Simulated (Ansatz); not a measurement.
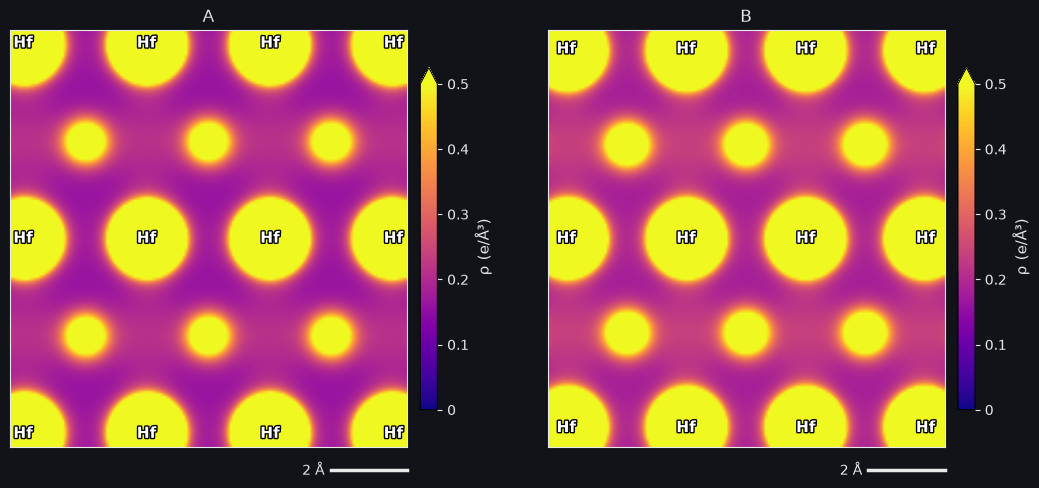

Hf. The valence charge density (pseudo) of two cells that differ in size, on the (100) plane of each (indices in the axes of the calculation cell), at one length scale and on one colour scale; one has 21.2 and the other 23.2 Å³ an atom.

Computed with Ansatz, DFT PBE, scalar-relativistic, plane waves, PAW.

Core electrons are frozen (PAW), and the valence fields are smoothed inside the atomic spheres.

The larger cell:

```xyz
2
Lattice="3.2366 0.0000 0.0000 -1.6183 2.8029 0.0000 0.0000 0.0000 5.1179" Properties=species:S:1:pos:R:3 pbc="T T T"
Hf    0.0000    1.8686    1.2795
Hf    1.6183    0.9343    3.8384
```

The smaller cell: a = 3.139 Å, b = 3.139 Å, c = 4.964 Å, α = 90.00°, β = 90.00°, γ = 120.00°.

Which panel shows the smaller cell, and what does the compression change?

Answer. Panel B is the smaller cell, by 9 % in volume. From the larger cell to the smaller, Hf–Hf goes from 3.24 to 3.14 Å, and the density at its midpoint from 0.18 to 0.2 e/Å³; the pressure goes from −3.0 to 7 GPa.
